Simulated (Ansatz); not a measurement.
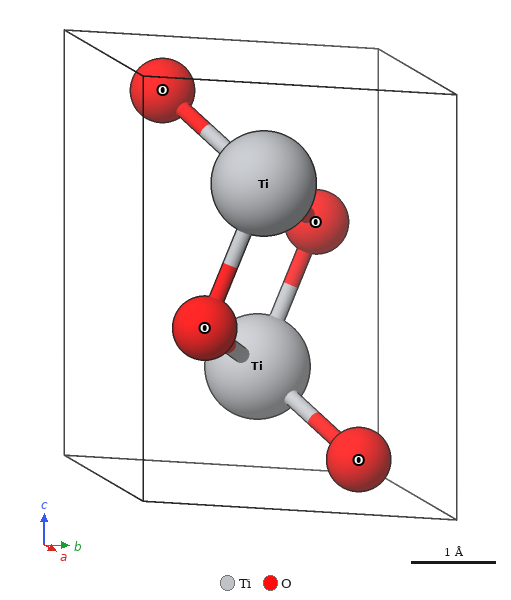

A ball-and-stick rendering, viewed slightly off an axis. The box is the cell (the run's own, in a reduced setting); atoms on or close to its faces, edges and corners are drawn wherever they repeat.

```yaml
crystal:
  lattice:
    - [0.00000, -2.98762, 0.00000]
    - [-4.49673, 1.49381, 0.00596]
    - [0.88925, 0.00000, -5.08310]
  atoms:
    - { symbol: Ti, position: [0.72655, 0.45309, 0.73763] }
    - { symbol: Ti, position: [0.27345, 0.54691, 0.26237] }
    - { symbol: O, position: [0.35701, 0.71402, 0.61884] }
    - { symbol: O, position: [0.86101, 0.72202, 0.11494] }
    - { symbol: O, position: [0.64299, 0.28598, 0.38116] }
    - { symbol: O, position: [0.13899, 0.27798, 0.88506] }
```

Electronic-structure method: DFT r2SCAN, scalar-relativistic, plane waves, PAW (Ansatz 0.2.0). Parameters: a cutoff energy of 500 eV, k-points about 0.28 Å⁻¹ apart, Gaussian smearing of 0.02 eV, no spin polarisation.

### Give the Bader charge of each element.

Ti +2.31 e; O -1.15 e. The transfer is large, as in an ionic solid.

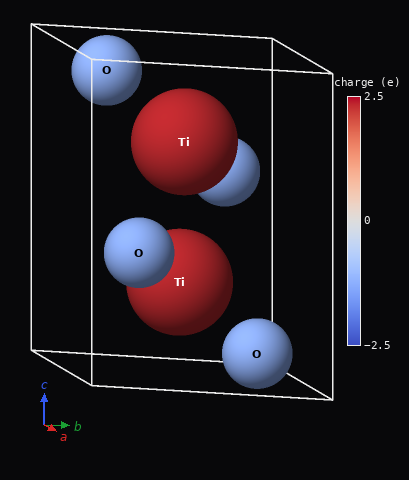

The atoms coloured by those charges.

The initial geometry was a structure type filled with these elements by a generator (whether the compound takes this form wasn't checked). Earlier steps of the study may have refined or changed the cell and positions. Ansatz was used for an electronic-structure calculation on it.
